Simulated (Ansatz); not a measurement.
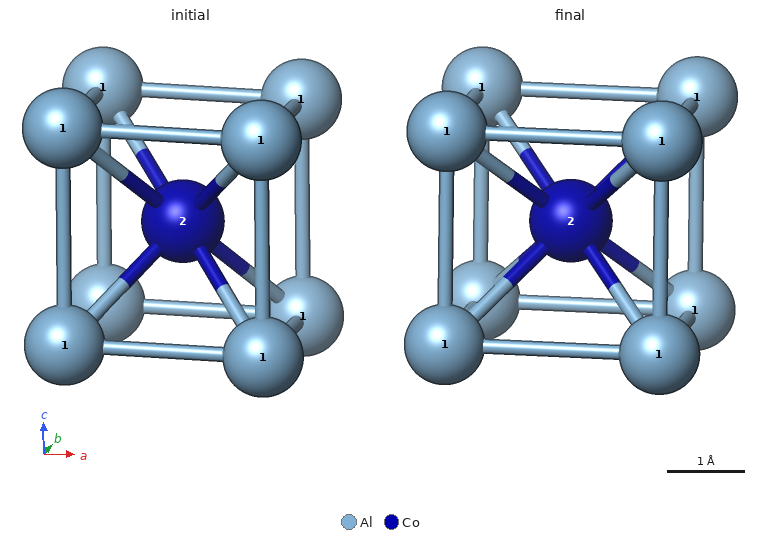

The structure of a crystal of AlCo (set up in P1) before (left) and after (right) a relaxation, at one scale.

The picture is a ball-and-stick view of the cell of the calculation, seen slightly off an axis.

Case: cell sheared at random, sigma 0.06, atoms nudged by 0.01 Å; relaxed back.

Theory: DFT PBE, scalar-relativistic, plane waves, PAW (Ansatz 0.2.0).

Input file:
```yaml
crystal:
  lattice:
    - [2.6287947045, 0.0387172053, -0.048424388]
    - [0.0387172053, 3.0139400589, -0.0744867673]
    - [-0.048424388, -0.0744867673, 2.9129724468]
  atoms:
    - { symbol: Al, position: [-0.0002738765, 0.0015243397, -0.002423461] }
    - { symbol: Co, position: [0.5002738765, 0.4984756603, 0.502423461] }
basis:
  ecutwfc: 420
kpoints:
  mp_grid: { grid: [12, 12, 12] }
hamiltonian:
  xc: pbe
scf:
  occupations: { method: gaussian, width: 0.15 }
output:
  forces: true
  stress: true
  eigenvalues: true
relax:
  adjacent_minimum: "off"
  f_tol: 0.01
  max_steps: 80
  cell: { stress_tol: 0.1 }
```

Command:
```bash
ansatz run input.yaml --threads 1 --pin off --max-ram 2560MiB --backend cpu --events-out ev --progress --plain --runs-dir out
```

What changed between the two?

The largest moves relative to the cell, 0.008 Å, are those of Al1 and Co2. Al1 goes along [0 −2 3]. By element the largest moves are Al 0.008 Å, Co 0.008 Å. Cell: a 2.630 → 2.852 Å (+8.5 %), b 3.015 → 2.852 Å (−5.4 %), c 2.914 → 2.852 Å (−2.1 %), α 92.9° → 90.0°, β 92.0° → 90.0°, γ 88.4° → 90.0°. Volume +0.6 %. Some distances before and after: Al1–Al1 2.630 → 2.852 Å, Co2–Co2 2.630 → 2.852 Å, Co2–Co2 (another image) 3.015 → 2.852 Å, Al1–Al1 (another image) 3.015 → 2.852 Å. The space group (tolerance 0.01 Å) goes from P1 (No. 1) to Pm-3m (No. 221). After 5 accepted moves (7 points after the start) the energy has fallen by 93.5 meV per atom. Largest force component: 0.086 eV/Å at the start, 0.00052 eV/Å at the end. The pressure goes from 3.96 to 0.04 GPa. The SCF was repeated twice at an unchanged geometry on a basis and grid sized afresh for the cell, which shifted the energy by 1.6 meV per atom at most.
